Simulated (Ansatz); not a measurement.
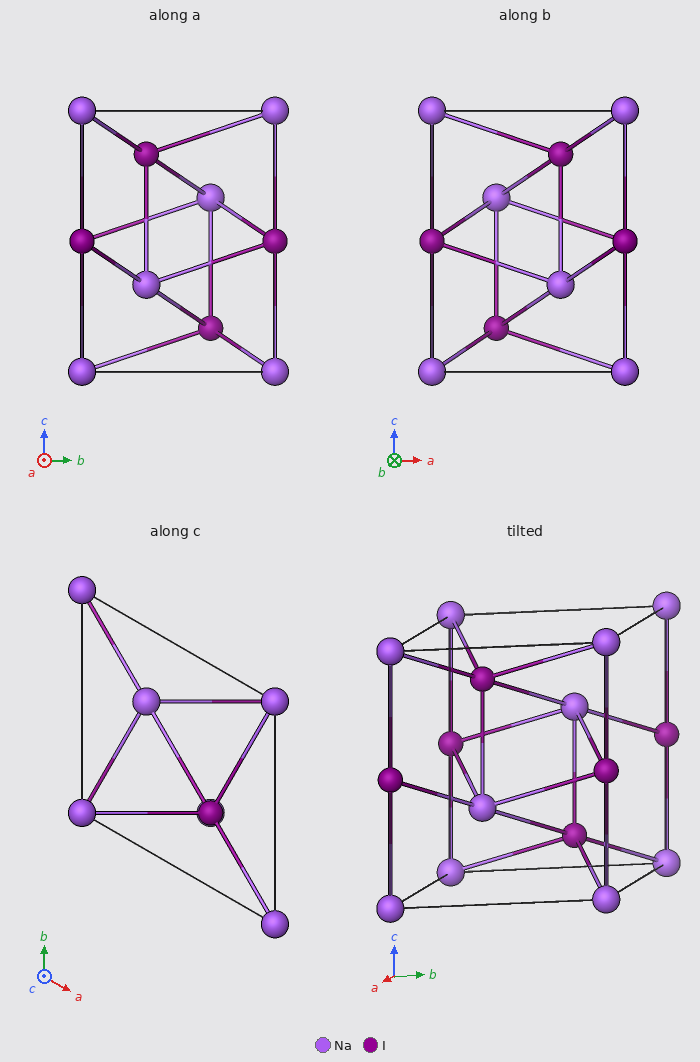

The figure gives a ball-and-stick picture of the atoms, viewed along the a axis, along the b axis, along the c axis and slightly off an axis. The conventional unit cell is drawn as a box.

Lattice parameters: a = 5.714 Å, b = 5.714 Å, c = 6.696 Å, α = 90.00°, β = 90.00°, γ = 120.00°. Put a along x and b in the xy plane.

Express the structure as a POSCAR file.

Answer.
```
Na I
1.0
     5.714    0.000    0.000
    -2.857    4.949    0.000
     0.000    0.000    6.696
Na I
3 3
Direct
  0.0000 0.0000 0.0000
  0.6667 0.3333 0.3333
  0.3333 0.6667 0.6667
  0.0000 0.0000 0.5000
  0.6667 0.3333 0.8333
  0.3333 0.6667 0.1667
```

It goes back to a structure type filled with these elements by a generator (whether the compound takes this form wasn't checked). The cell was then strained or its atoms displaced on purpose. It was run through Ansatz as a DFT input.
